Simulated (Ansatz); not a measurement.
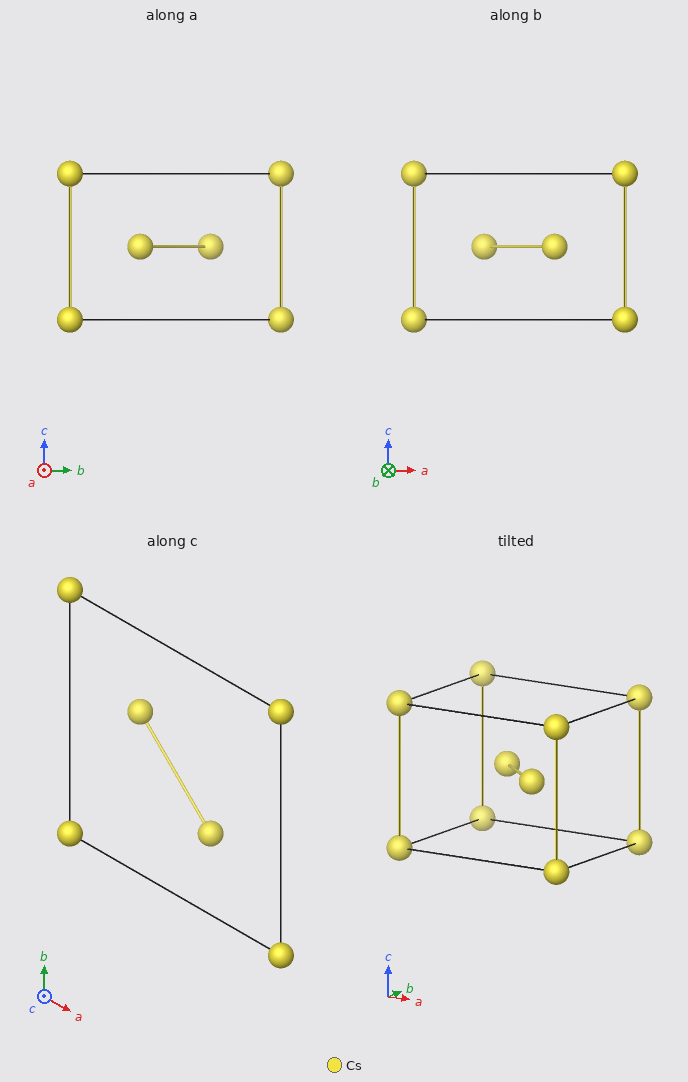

View along the a axis, along the b axis, along the c axis and slightly off an axis, drawn as a ball-and-stick model. The outline marks the conventional unit cell.

Lattice parameters: a = 8.799 Å, b = 8.799 Å, c = 5.274 Å, α = 90.00°, β = 90.00°, γ = 120.00°. Put a along x and b in the xy plane.

Question: Convert the drawing into a POSCAR file.

Answer:
```
Cs
1.0
     8.799    0.000    0.000
    -4.400    7.621    0.000
     0.000    0.000    5.274
Cs
3
Direct
  0.0000 0.0000 0.0000
  0.3333 0.6667 0.5000
  0.6667 0.3333 0.5000
```

Provenance: a textbook structure type filled with this element (whether it is the usual form wasn't checked). The geometry was optimised with Ansatz 0.2.0, DFT PBE, scalar-relativistic, plane waves, PAW.
